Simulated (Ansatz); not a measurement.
Cell and atoms:

```
CELL_PARAMETERS angstrom
4.05816 0.00000 0.00000
-2.02908 3.51447 0.00000
0.00000 0.00000 6.69253
ATOMIC_POSITIONS crystal
Ge 0.66667 0.33333 0.06279
Ge 0.33333 0.66667 0.56279
Ge 0.66667 0.33333 0.43721
Ge 0.33333 0.66667 0.93721
```

**What does this file describe?**

The element is germanium. The space group is P6_3/mmc (No. 194); the lattice is primitive hexagonal. The prototype is hexagonal diamond (lonsdaleite type). The cell holds four atoms. Around each Ge lie four Ge in a tetrahedral arrangement at 2.49 to 2.51 Å. The bonds build a three-dimensional framework.

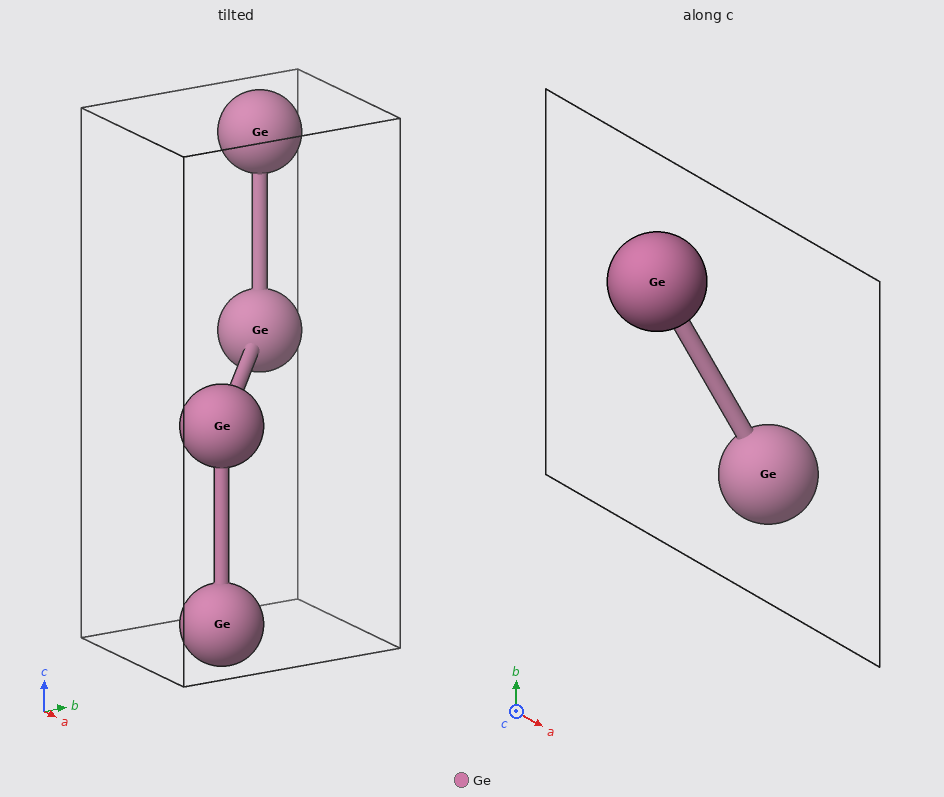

Ball-and-stick representation of a periodic structure, projected slightly off an axis and along the c axis. One conventional unit cell is framed, with atoms on its boundary repeated.

The structure comes from a structure listed in the Materials Project. The final geometry of a relaxation with DFT PBE, scalar-relativistic, plane waves, PAW (Ansatz 0.2.0) is shown.
